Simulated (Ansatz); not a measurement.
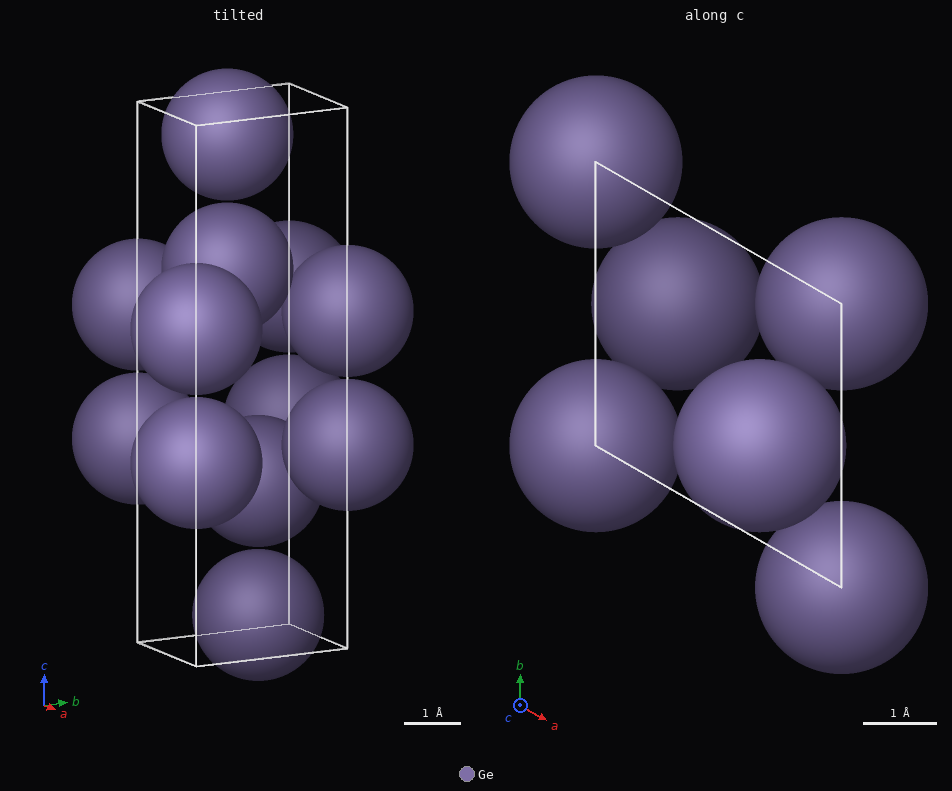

Space-filling drawing of the structure, looking slightly off an axis and along the c axis. The conventional unit cell is outlined; an atom on or near a face, edge or corner is repeated at each equivalent position.

Ge, space group R-3m (No. 166), a = 3.932 Å, b = 3.932 Å, c = 9.895 Å, α = 90.00°, β = 90.00°, γ = 120.00°. The model was built from a structure type filled with this element by a generator (whether the element takes this form wasn't checked). The cell was then strained or its atoms displaced on purpose. It was run through Ansatz as a DFT input.

This one geometry was computed with Ansatz (DFT, plane waves, PAW) at four levels of theory: r2SCAN, r2SCAN with spin-orbit coupling, HSE06 and PBE. It was relaxed with r2SCAN and then strained.

Question: Which level gives the highest pressure at this volume, and what does that say about its equilibrium volume?

Answer: Highest: PBE (5.6 GPa), which points to the largest equilibrium volume. Lowest, with the smallest volume: r2SCAN (2.6 GPa) and r2SCAN with spin-orbit coupling (2.6 GPa). Levels within 0.5 GPa of each other can't be told apart.

Question: How does the band gap change with the level of theory?

Answer: PBE: a gap of 0.07 eV, indirect; r2SCAN with spin-orbit coupling: a gap of 0.26 eV, indirect; r2SCAN: a gap of 0.36 eV, indirect; HSE06: a gap of 0.70 eV, indirect.

Question: Collect the results in a table.

Answer:
| level | cutoff (eV) | k-mesh of the run's cell | gap (eV) | pressure (GPa) |
| --- | --- | --- | --- | --- |
| r2SCAN | 500 | 8×8×8 | 0.36 | 2.6 |
| r2SCAN with spin-orbit coupling | 500 | 8×8×8 | 0.26 | 2.6 |
| HSE06 | 420 | 6×6×6 | 0.70 | 3.1 |
| PBE | 420 | 8×8×8 | 0.07 | 5.6 |

Gaps are taken on the k-mesh or band path of each run.
